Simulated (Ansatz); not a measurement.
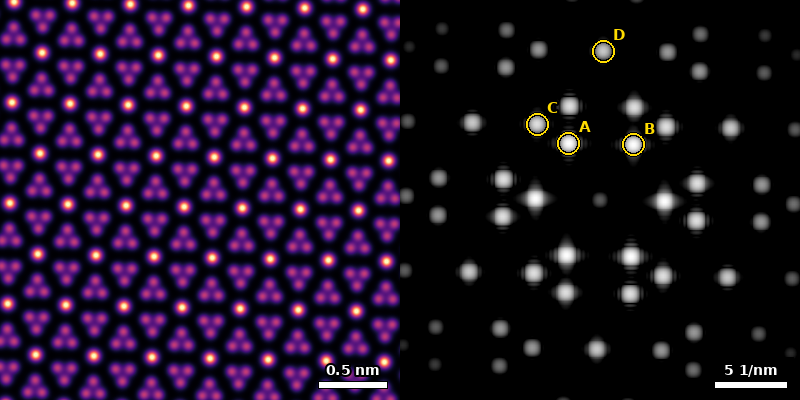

Integrated-DPC-like image of Ta (Pm-3n, No. 223) along [111]. Simulated as the projected potential of neutral atoms (B = 0.5 Å²) blurred by a 0.54 Å probe, the thin-sample limit of integrated differential phase contrast. Model: the end point of a relaxation with Ansatz, DFT, RPBE, plane waves (420 eV) with PAW, scalar-relativistic; the starting structure was generated, so it need not be a known form of this composition.

The right panel is the modulus of the image's Fourier transform on a logarithmic scale.

a = 5.339 Å, b = 5.339 Å, c = 5.339 Å, α = 90.00°, β = 90.00°, γ = 90.00°

Question: Index the marked spots and give their plane spacings (the zone axis points at the viewer; indices equivalent by symmetry, or all signs reversed, are as good).

Answer: A: (-1 -1 2), d = 2.18 Å; B: (-2 1 1), d = 2.18 Å; C: (-1 -2 3), d = 1.43 Å; D: (-4 0 4), d = 0.94 Å. A and B enclose 60°, and every spot obeys the zone law hu + kv + lw = 0 for [111].
